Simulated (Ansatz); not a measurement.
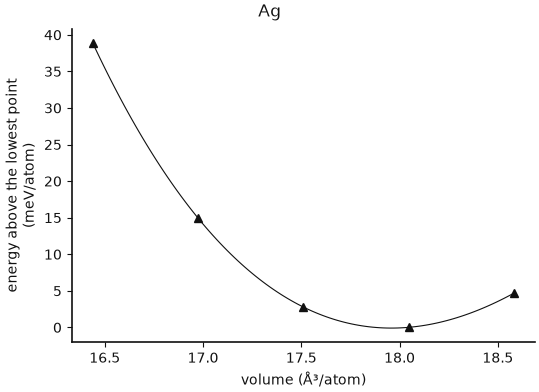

The picture above shows the energy above the lowest point against volume for Ag, space group Fm-3m (No. 225) (one of a set of cubic test structures, which need not be the stable phase).

Method: equation of state of a cubic crystal from periodic Kohn-Sham density functional theory without spin, third-order Birch-Murnaghan fit to the free energies; pressure corrected for the finite basis (Ansatz 0.2.0 development build). Level: HSE06.

structure type fcc; atoms in cell 1; space group number 225; lattice centring face-centred primitive; k mesh 6×6×6; occupation method Fermi–Dirac; occupation width 0.1 eV; wave cutoff 700 eV; datasets hard PAW; density tolerance 0 eV; bands 14; density cutoff ratio 4; search for lower states default; exchange singularity regularized.

From this curve and the settings, what does the calculation give for the pressure at the same points?

The pressure falls from 9.2 GPa at volume 16.44 Å³/atom to −2.4 GPa at 18.58 Å³/atom, and changes sign near 17.97 Å³/atom.

```csv
volume (Å³/atom),pressure (GPa)
16.44,9.2
16.97,5.3
17.51,2.1
18.05,-0.4
18.58,-2.4
```

Keep in mind: coarse k-mesh, values are not converged in k; pseudopotentials made with PBE, not this functional.
